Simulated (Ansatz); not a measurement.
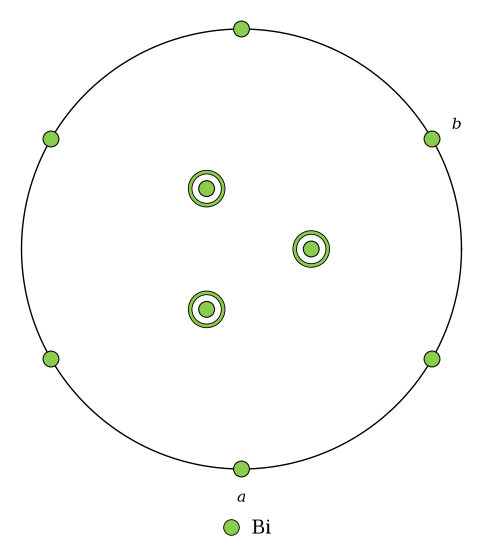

Directions from one bismuth atom at (1/3, 2/3, 1/4) to its bonded neighbours, in stereographic projection down c (filled: above the plane of the page or in it, open: below). Crystal: Bi, the input geometry of an electronic-structure calculation (not necessarily at equilibrium); the starting structure was generated, so it need not be a known form of this composition. Symmetry computed with spglib at a tolerance of 0.002 Å; standard conventional cell.

Neighbours are counted up to 3.61 Å for Bi.

```yaml
crystal:
  lattice:
    - [3.45923, 0.00000, 0.00000]
    - [-1.72961, 2.99578, 0.00000]
    - [0.00000, 0.00000, 5.66991]
  atoms:
    - { symbol: Bi, position: [0.33333, 0.66667, 0.25000] }
    - { symbol: Bi, position: [0.66667, 0.33333, 0.75000] }
```

> How many neighbours are there, and at what angles?

12: 6 Bi at 3.46 Å, 6 Bi at 3.47 Å. Angles between bonds: 60° (24×), 90° (12×), 110° (3×), 120° (18×), 147° (6×), 180° (3×).

> What is the site's symmetry in the crystal?

Point group -6m2 (D3h), order 12: one −6 axis, three twofold axes, four mirror planes. In No. 194, P6₃/mmc this is Wyckoff position 2c.
